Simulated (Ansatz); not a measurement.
Run report: Ag, geometry relaxation (part 1 of 2)

- system: Ag (slab, 5 atoms in the cell)
- method: DFT, PBE, PAW with Ansatz's default frozen-core files, scalar-relativistic, no spin polarisation (Ansatz 0.2.0)

It belongs to a series of runs on one base structure; here: atoms relaxed, PAW files. Figures and captions count atoms from 1; the log counts them from 0 in places.

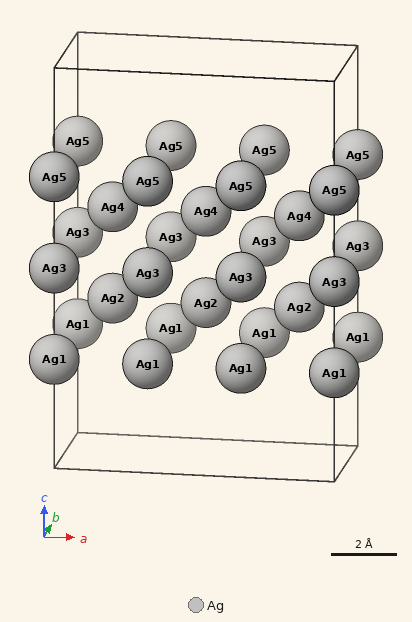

Figure 1. The structure as given in the input (spheres-only view of the 3 × 1 repeat of the cell, with the vacuum cut short, seen slightly off an axis; atoms are numbered from 1 in the order of the input).

## Input file
```yaml
crystal:
  lattice:
    - [2.9333909044, 0.0, 0.0]
    - [0.0, 4.1484412008, 0.0]
    - [0.0, 0.0, 21.8668]
  atoms:
    - { symbol: Ag, position: [0.0, 0.0, 0.3658518438] }
    - { symbol: Ag, position: [0.5, 0.5, 0.4329259217] }
    - { symbol: Ag, position: [0.0, 0.0, 0.5] }
    - { symbol: Ag, position: [0.5, 0.5, 0.5670740783] }
    - { symbol: Ag, position: [0.0, 0.0, 0.6341481562] }
kpoints:
  mp_grid: { grid: [14, 10, 1] }
scf:
  occupations: { method: fermi_dirac, width: 0.08 }
hamiltonian:
  xc: pbe
  pseudopotentials: { kind: paw }
output:
  forces: true
  stress: true
  eigenvalues: true
  write_density: true
  write_potential: true
  elf: true
  volumetric_format: npy
relax:
  f_tol: 0.01
  max_steps: 40
efield:
  axis: 3
  amplitude: 0
  dipole_correction: true
```

Hardware: 2 threads of AMD EPYC (Zen 5), 176 GiB of memory available, shared host.

Launched with:
```bash
ansatz run input.yaml --threads 2 --pin off --max-ram 4096MiB --backend cpu --events-out ev --progress --plain --runs-dir out
```

## What the program printed
```
Warning: output.stress: scf.convergence.dr2_threshold = 1e-7 eV (the SCF's general default) is looser than the 5e-10 eV advised for a printed stress (1e-10 eV for each atom of the cell: 5). What an SCF threshold leaves in a stress goes as its square root, and in the free energy as the threshold itself, and one threshold admits the most on a small cell: of the crystals measured, under no hybrid functional and no lock of the moments, on runs that ended without the residual-converged pass, on stresses that held no estimate of that error, the worst erred by over 100 MPa in a component at 1e-7 eV an atom and by under 5 at 1e-10. Every solve of this run answers to scf.convergence.dr2_threshold, and the tensor of one is reported: a single SCF on the reported geometry and on this run's grids (its basis.xc_grid and basis.ecutrho_ratio typed), with scf.convergence.dr2_threshold at 5e-10 eV or tighter, prints it and tightens no other solve. Else set scf.convergence.dr2_threshold to 5e-10 eV or tighter. The threshold is an SCF's pass mark: one that does not reach it within its budget of iterations ends unconverged, or closes short of it on a stop that the run arms, and scf.convergence.dr2_threshold's page says what that costs each kind of run
Engine: ansatz 0.2.0, x86_64-unknown-linux-gnu
Pseudopotentials: kind: paw
Pseudopotential: Ag, paw, valence charge 19, recommended cutoff 420 eV (normal), Ag.paw.azcp
Functional definition: PBE
  parameter kappa = 0.804
  parameter beta = 0.06672455060314922
  exchange = pbe_x(kappa = kappa, mu = beta*pi^2/3)
  correlation = pbe_c(beta = beta)
Crystal: 5 atoms, lattice volume = 266.097 Å³
Basis set: ecut = 420 eV, 5157 PW (Γ), exchange–correlation on 40×60×300 points (8 copies of the dense FFT grid, shifted against one another)
Bands: 57, of which v1, the nominal top of the filled ones, is band 48 counted from 1 (47 counted from 0)
Symmetry: 4 space group operations
k-points: 48 of 140
Non-local potential: Ag, projectors of the file, l = 0: 3, l = 1: 2, l = 2: 2, l = 3: 1
PAW form: soft (Blöchl's): semilocal exchange-correlation on the pseudo side does not see the compensation charge
PAW one-centre angular grid: Ag, 590 points (default); XC on 64 Gauss nodes
Initial density: superposition of atomic densities (neutral atoms: chi_scale 0, normalization atom), corrected by the library's trained network
Initial wavefunctions: pseudopotential atomic-orbital guess
Functional: x = pbe(κ = 0.804, μ = 0.2195149727645171), c = pbe(β = 0.06672455060314922)
SCF iter   1: F=—  HF=-37951.406121 eV  |F-HF|=—  |Δ(HF+E_count)|=         —  Δρ=8.66e-4  dr2=4.77e-3  ethr=1.77e-3  p=0.000 e·Å  D=2.22e-13 V/Å  ΔV_dip=-0.00 eV  dr2_dipole=5.13e-9  V_vac-E_F(+/−)=4.10/4.10 eV  ⟨swp⟩=7.9  Hψ=11284  notcnv=0  defer=20
efield: sawtooth ramp at fractional position 0.9500 (placed from the atoms, in the widest stretch of the axis that holds none; the zero of the levels goes with the place), width 0.1000; the density the first Hamiltonian is built on has a dipole p = 0.000 e·Å; the dipole correction subtracts the counter field D = 2.22e-13 V/Å, which shifts the + side's vacuum level by -0.00 eV against the − side's; the planar-averaged density in the ramp window peaks in size at 7.7e-6 e/Å³
preconditioner: auto → LDOS  [metal: Δε(μ)=0.035 eV  Ē_g=8.421 eV  σ=0.080 eV  W_gap=0.11  n_scr=50 (ndim 8)  ℏωp=16.9 eV  f_vac=0.605  D(μ)=1.65/eV (n_scr^D=6)  β→1.0]
SCF iter   2: F=—  HF=-37951.411879 eV  |F-HF|=—  |Δ(HF+E_count)|=   5.76e-3  Δρ=8.07e-4  dr2=2.37e-3  ethr=5.02e-6  p=-0.000 e·Å  D=-5.61e-6 V/Å  ΔV_dip=0.00 eV  dr2_dipole=8.88e-9  V_vac-E_F(+/−)=4.20/4.20 eV  ⟨swp⟩=2.9  Hψ=6332  notcnv=0  defer=105
SCF iter   3: F=—  HF=-37951.411348 eV  |F-HF|=—  |Δ(HF+E_count)|=   5.31e-4  Δρ=2.90e-4  dr2=2.12e-4  ethr=2.50e-6  p=-0.000 e·Å  D=-1.84e-7 V/Å  ΔV_dip=0.00 eV  dr2_dipole=5.34e-10  V_vac-E_F(+/−)=4.18/4.18 eV  ⟨swp⟩=2.0  Hψ=5073  notcnv=0  defer=105
SCF iter   4: F=—  HF=-37951.411321 eV  |F-HF|=—  |Δ(HF+E_count)|=   2.72e-5  Δρ=4.05e-5  dr2=8.81e-6  ethr=2.23e-7  p=0.000 e·Å  D=1.49e-7 V/Å  ΔV_dip=-0.00 eV  dr2_dipole=6.44e-12  V_vac-E_F(+/−)=4.19/4.19 eV  ⟨swp⟩=2.1  Hψ=4962  notcnv=0  defer=105
iter 5 did not close the SCF: its close was put off for the readings that it lacked (scf_convergence_deferred on its scf_iter line)
SCF iter   5: F=-37951.411322 eV  HF=-37951.411324 eV  |F-HF|=1.52e-6  |Δ(HF+E_count)|=   3.11e-6  Δρ=3.14e-5  dr2=2.26e-6  ethr=9.27e-9  p=0.000 e·Å  D=2.34e-7 V/Å  ΔV_dip=-0.00 eV  dr2_dipole=5.16e-12  V_vac-E_F(+/−)=4.19/4.19 eV  ⟨swp⟩=2.8  Hψ=4765  notcnv=0  defer=105
iter 6 did not close the SCF: its close was put off until two iterations running show no level that it waits for move by more than its bar (scf_convergence_deferred on its scf_iter line)
SCF iter   6: F=-37951.411323 eV  HF=-37951.411323 eV  |F-HF|=1.75e-8  |Δ(HF+E_count)|=   3.07e-7  Δρ=7.60e-6  dr2=1.42e-7  ethr=2.38e-9  p=0.000 e·Å  D=1.10e-7 V/Å  ΔV_dip=-0.00 eV  dr2_dipole=2.97e-12  V_vac-E_F(+/−)=4.19/4.19 eV  ⟨swp⟩=17.3  Hψ=22310  notcnv=0
iter 7 did not close the SCF: its close was put off until two iterations running show no level that it waits for move by more than its bar (scf_convergence_deferred on its scf_iter line)
SCF iter   7: F=-37951.411323 eV  HF=-37951.411323 eV  |F-HF|=9.64e-9  |Δ(HF+E_count)|=   6.79e-8  Δρ=2.60e-6  dr2=1.73e-8  ethr=1.49e-10  p=0.000 e·Å  D=4.18e-8 V/Å  ΔV_dip=-0.00 eV  dr2_dipole=1.50e-13  V_vac-E_F(+/−)=4.19/4.19 eV  ⟨swp⟩=9.5  Hψ=19171  notcnv=0
SCF iter   8: F=-37951.411323 eV  HF=-37951.411323 eV  |F-HF|=4.15e-10  |Δ(HF+E_count)|=   1.70e-8  Δρ=1.09e-6  dr2=2.85e-9  ethr=1.82e-11  p=-0.000 e·Å  D=-1.68e-8 V/Å  ΔV_dip=0.00 eV  dr2_dipole=5.20e-14  V_vac-E_F(+/−)=4.19/4.19 eV  ⟨swp⟩=8.7  Hψ=17322  notcnv=0
SCF 1 converged in 8 iterations: F = -37951.411323 eV  dr2 = 2.85e-9
  greatest PAW one-centre occupation: 1.000 electrons in one spin orbital (limit 2), on the Ag atom at site 3 (counted from 0), in its partial waves of l = 0
relax step   1: F+E_penalty+E_count = -37951.41132349 eV  Δ(F+E_penalty+E_count) = +0.000e0 eV  max|allowed force component| = 2.649e-1 eV/Å  Δτ_max = 0.0000 Å  (8 SCF iters, dr2 threshold 2.50e-6 eV, accepted)
Initial density: handed on by an earlier stage of this run
Initial wavefunctions: those handed on with the density
iter 1 solved again at ethr=9.85e-6 eV; its pass at ethr=3.10e-3 eV (dr2=9.36e-3 eV) is discarded
SCF iter   1: F=—  HF=-37951.445435 eV  |F-HF|=—  |Δ(HF+E_count)|=         —  Δρ=1.96e-3  dr2=9.79e-3  ethr=9.85e-6  p=-0.000 e·Å  D=-1.68e-8 V/Å  ΔV_dip=0.00 eV  dr2_dipole=9.35e-14  V_vac-E_F(+/−)=4.19/4.19 eV  ⟨swp⟩=2.0  Hψ=9890  notcnv=0  defer=117
efield: sawtooth ramp at fractional position 0.9500 (handed on by an earlier solve), width 0.1000; the density the first Hamiltonian is built on has a dipole p = -0.000 e·Å; the dipole correction subtracts the counter field D = -1.68e-8 V/Å, which shifts the + side's vacuum level by +0.00 eV against the − side's; the planar-averaged density in the ramp window peaks in size at 4.7e-7 e/Å³
preconditioner: auto → LDOS  [metal: Δε(μ)=0.018 eV  Ē_g=8.517 eV  σ=0.080 eV  W_gap=0.06  n_scr=50 (ndim 8)  ℏωp=16.9 eV  f_vac=0.611  D(μ)=1.70/eV (n_scr^D=6)  β→1.0]
SCF iter   2: F=—  HF=-37951.446931 eV  |F-HF|=—  |Δ(HF+E_count)|=   1.50e-3  Δρ=2.24e-3  dr2=1.37e-2  ethr=9.85e-6  p=0.000 e·Å  D=1.71e-8 V/Å  ΔV_dip=-0.00 eV  dr2_dipole=4.40e-15  V_vac-E_F(+/−)=4.25/4.25 eV  ⟨swp⟩=2.0  Hψ=5058  notcnv=0  defer=117
SCF iter   3: F=—  HF=-37951.443179 eV  |F-HF|=—  |Δ(HF+E_count)|=   3.75e-3  Δρ=2.55e-4  dr2=1.60e-4  ethr=9.85e-6  p=0.000 e·Å  D=2.90e-9 V/Å  ΔV_dip=-0.00 eV  dr2_dipole=5.98e-15  V_vac-E_F(+/−)=4.22/4.22 eV  ⟨swp⟩=2.0  Hψ=4605  notcnv=0  defer=117
SCF iter   4: F=—  HF=-37951.443193 eV  |F-HF|=—  |Δ(HF+E_count)|=   1.40e-5  Δρ=1.51e-4  dr2=5.75e-5  ethr=1.68e-7  p=0.000 e·Å  D=2.05e-8 V/Å  ΔV_dip=-0.00 eV  dr2_dipole=1.48e-13  V_vac-E_F(+/−)=4.22/4.22 eV  ⟨swp⟩=2.1  Hψ=4292  notcnv=0  defer=118
iter 5 did not close the SCF: its close was put off until two iterations running show no level that it waits for move by more than its bar (scf_convergence_deferred on its scf_iter line)
SCF iter   5: F=-37951.443185 eV  HF=-37951.443183 eV  |F-HF|=2.58e-6  |Δ(HF+E_count)|=   1.02e-5  Δρ=2.44e-5  dr2=9.68e-7  ethr=4.62e-9  p=-0.000 e·Å  D=-1.18e-8 V/Å  ΔV_dip=0.00 eV  dr2_dipole=1.46e-14  V_vac-E_F(+/−)=4.22/4.22 eV  ⟨swp⟩=17.8  Hψ=25047  notcnv=0
iter 6 did not close the SCF: its close was put off until two iterations running show no level that it waits for move by more than its bar (scf_convergence_deferred on its scf_iter line)
SCF iter   6: F=-37951.443185 eV  HF=-37951.443185 eV  |F-HF|=1.69e-8  |Δ(HF+E_count)|=   2.68e-6  Δρ=6.81e-6  dr2=1.22e-7  ethr=1.02e-9  p=0.000 e·Å  D=2.09e-9 V/Å  ΔV_dip=-0.00 eV  dr2_dipole=1.58e-14  V_vac-E_F(+/−)=4.22/4.22 eV  ⟨swp⟩=12.5  Hψ=20400  notcnv=0
iter 7 did not close the SCF: its close was put off until two iterations running show no level that it waits for move by more than its bar (scf_convergence_deferred on its scf_iter line)
SCF iter   7: F=-37951.443185 eV  HF=-37951.443185 eV  |F-HF|=1.80e-8  |Δ(HF+E_count)|=   6.69e-8  Δρ=2.50e-6  dr2=1.18e-8  ethr=1.28e-10  p=-0.000 e·Å  D=-6.43e-10 V/Å  ΔV_dip=0.00 eV  dr2_dipole=5.97e-15  V_vac-E_F(+/−)=4.22/4.22 eV  ⟨swp⟩=9.6  Hψ=19283  notcnv=0
SCF iter   8: F=-37951.443185 eV  HF=-37951.443185 eV  |F-HF|=3.10e-9  |Δ(HF+E_count)|=   1.98e-8  Δρ=6.98e-7  dr2=1.16e-9  ethr=1.24e-11  p=0.000 e·Å  D=2.02e-9 V/Å  ΔV_dip=-0.00 eV  dr2_dipole=1.69e-17  V_vac-E_F(+/−)=4.22/4.22 eV  ⟨swp⟩=8.2  Hψ=17683  notcnv=0
SCF 2 converged in 8 iterations: F = -37951.443185 eV  dr2 = 1.16e-9
  greatest PAW one-centre occupation: 1.000 electrons in one spin orbital (limit 2), on the Ag atom at site 1 (counted from 0), in its partial waves of l = 0
relax step   2: F+E_penalty+E_count = -37951.44318533 eV  Δ(F+E_penalty+E_count) = -3.186e-2 eV  max|allowed force component| = 1.311e-2 eV/Å  Δτ_max = 0.0852 Å  (8 SCF iters, dr2 threshold 4.39e-6 eV, accepted)
iter 1 solved again at ethr=1.30e-12 eV; its pass at ethr=3.10e-3 eV (dr2=1.23e-9 eV) is discarded
SCF iter   1: F=—  HF=-37951.443197 eV  |F-HF|=—  |Δ(HF+E_count)|=         —  Δρ=8.30e-7  dr2=1.25e-9  ethr=1.30e-12  p=0.000 e·Å  D=2.02e-9 V/Å  ΔV_dip=-0.00 eV  dr2_dipole=1.83e-17  V_vac-E_F(+/−)=4.22/4.22 eV  ⟨swp⟩=2.0  Hψ=8761  notcnv=0
efield: sawtooth ramp at fractional position 0.9500 (handed on by an earlier solve), width 0.1000; the density the first Hamiltonian is built on has a dipole p = 0.000 e·Å; the dipole correction subtracts the counter field D = 2.02e-9 V/Å, which shifts the + side's vacuum level by -0.00 eV against the − side's; the planar-averaged density in the ramp window peaks in size at 4.3e-7 e/Å³
preconditioner: auto → LDOS  [metal: Δε(μ)=0.008 eV  Ē_g=8.535 eV  σ=0.080 eV  W_gap=0.03  n_scr=50 (ndim 8)  ℏωp=16.9 eV  f_vac=0.611  D(μ)=1.70/eV (n_scr^D=6)  β→1.0]
SCF iter   2: F=-37951.443185 eV  HF=-37951.443185 eV  |F-HF|=1.35e-9  |Δ(HF+E_count)|=   1.17e-5  Δρ=8.45e-7  dr2=1.64e-9  ethr=1.30e-12  p=0.000 e·Å  D=1.91e-10 V/Å  ΔV_dip=-0.00 eV  dr2_dipole=2.12e-17  V_vac-E_F(+/−)=4.22/4.22 eV  ⟨swp⟩=9.8  Hψ=17014  notcnv=0
SCF 3 converged in 2 iterations: F = -37951.443185 eV  dr2 = 1.64e-9
relax step   3: F+E_penalty+E_count = -37951.44318533 eV  Δ(F+E_penalty+E_count) = +4.802e-10 eV  max|allowed force component| = 1.311e-2 eV/Å  Δτ_max = 0.0000 Å  (2 SCF iters, accepted)
SCF iter   1: F=—  HF=-37951.443303 eV  |F-HF|=—  |Δ(HF+E_count)|=         —  Δρ=2.36e-4  dr2=1.31e-4  ethr=1.45e-6  p=0.000 e·Å  D=1.91e-10 V/Å  ΔV_dip=-0.00 eV  dr2_dipole=4.77e-23  V_vac-E_F(+/−)=4.22/4.22 eV  ⟨swp⟩=3.1  Hψ=6403  notcnv=0  defer=122
efield: sawtooth ramp at fractional position 0.9500 (handed on by an earlier solve), width 0.1000; the density the first Hamiltonian is built on has a dipole p = 0.000 e·Å; the dipole correction subtracts the counter field D = 1.91e-10 V/Å, which shifts the + side's vacuum level by -0.00 eV against the − side's; the planar-averaged density in the ramp window peaks in size at 4.2e-7 e/Å³
preconditioner: auto → LDOS  [metal: Δε(μ)=0.024 eV  Ē_g=8.527 eV  σ=0.080 eV  W_gap=0.08  n_scr=50 (ndim 8)  ℏωp=16.9 eV  f_vac=0.610  D(μ)=1.69/eV (n_scr^D=6)  β→1.0]
SCF iter   2: F=—  HF=-37951.443313 eV  |F-HF|=—  |Δ(HF+E_count)|=   1.02e-5  Δρ=2.17e-4  dr2=1.99e-4  ethr=1.38e-7  p=0.000 e·Å  D=6.70e-9 V/Å  ΔV_dip=-0.00 eV  dr2_dipole=7.85e-16  V_vac-E_F(+/−)=4.21/4.21 eV  ⟨swp⟩=2.2  Hψ=5128  notcnv=0  defer=122
SCF iter   3: F=—  HF=-37951.443261 eV  |F-HF|=—  |Δ(HF+E_count)|=   5.19e-5  Δρ=5.05e-5  dr2=5.73e-6  ethr=1.38e-7  p=0.000 e·Å  D=1.24e-9 V/Å  ΔV_dip=-0.00 eV  dr2_dipole=2.41e-15  V_vac-E_F(+/−)=4.22/4.22 eV  ⟨swp⟩=2.0  Hψ=4054  notcnv=0  defer=122
SCF iter   4: F=—  HF=-37951.443257 eV  |F-HF|=—  |Δ(HF+E_count)|=   4.60e-6  Δρ=4.62e-5  dr2=4.68e-6  ethr=6.03e-9  p=0.000 e·Å  D=2.23e-9 V/Å  ΔV_dip=-0.00 eV  dr2_dipole=4.94e-16  V_vac-E_F(+/−)=4.22/4.22 eV  ⟨swp⟩=2.4  Hψ=4832  notcnv=0  defer=122
SCF iter   5: F=—  HF=-37951.443256 eV  |F-HF|=—  |Δ(HF+E_count)|=   1.07e-6  Δρ=1.27e-5  dr2=3.47e-7  ethr=4.93e-9  p=-0.000 e·Å  D=-1.33e-9 V/Å  ΔV_dip=0.00 eV  dr2_dipole=3.83e-15  V_vac-E_F(+/−)=4.22/4.22 eV  ⟨swp⟩=2.0  Hψ=3771  notcnv=0  defer=122
SCF iter   6: F=-37951.443256 eV  HF=-37951.443256 eV  |F-HF|=1.67e-8  |Δ(HF+E_count)|=   7.12e-8  Δρ=3.04e-6  dr2=2.20e-8  ethr=1.05e-10  p=0.000 e·Å  D=1.37e-9 V/Å  ΔV_dip=-0.00 eV  dr2_dipole=1.83e-14  V_vac-E_F(+/−)=4.22/4.22 eV  ⟨swp⟩=16.0  Hψ=20183  notcnv=0
SCF 4 converged in 6 iterations: F = -37951.443256 eV  dr2 = 2.20e-8
relax step   4: F+E_penalty+E_count = -37951.44325561 eV  Δ(F+E_penalty+E_count) = -7.029e-5 eV  max|allowed force component| = 9.132e-3 eV/Å  Δτ_max = 0.0083 Å  (6 SCF iters, accepted)
```

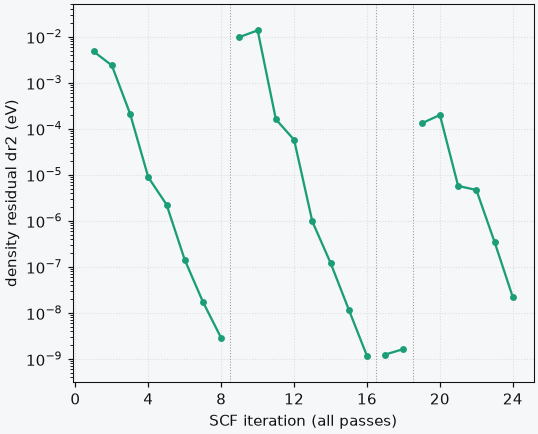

Figure 2. Convergence of the self-consistent field: density residual dr2 against the SCF iteration. The dotted lines part the SCF passes of the relaxation: geometry steps, rejected trials and re-solves on a re-selected basis. The passes take 8, 8, 2 and 6 iterations.

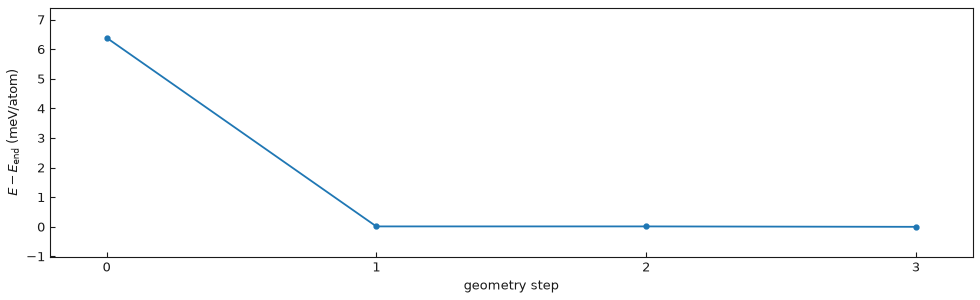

Figure 3. Progress of the relaxation, step by step (the first geometry is step 0 here and step 1 in the log).

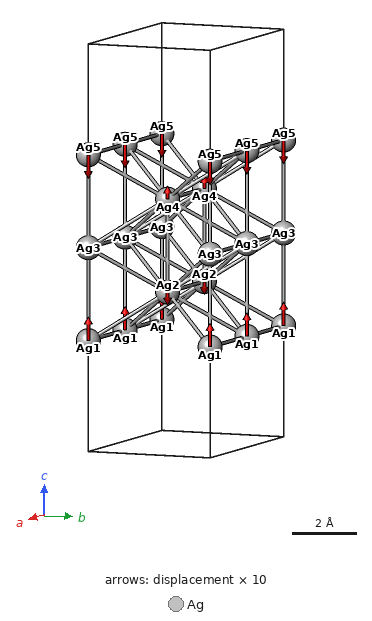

Figure 4. The starting structure with the displacements as red arrows, magnified 10 times (ball-and-stick view of the 2 × 1 repeat of the cell, with the vacuum cut short, seen slightly off an axis). Over 3 geometry steps the energy falls by 6.4 meV per atom. The largest force component goes from 0.26 to 0.0091 eV/Å. The largest moves, 0.077 Å, are those of Ag1 and Ag5. The lattice vectors keep their values. Distances before and after: Ag2–Ag4 2.933 → 3.020 Å, Ag1–Ag3 2.933 → 2.856 Å, Ag1–Ag2 2.933 → 2.875 Å, Ag2–Ag3 2.933 → 2.955 Å. (Atoms are counted from 1 in the order of the input.)
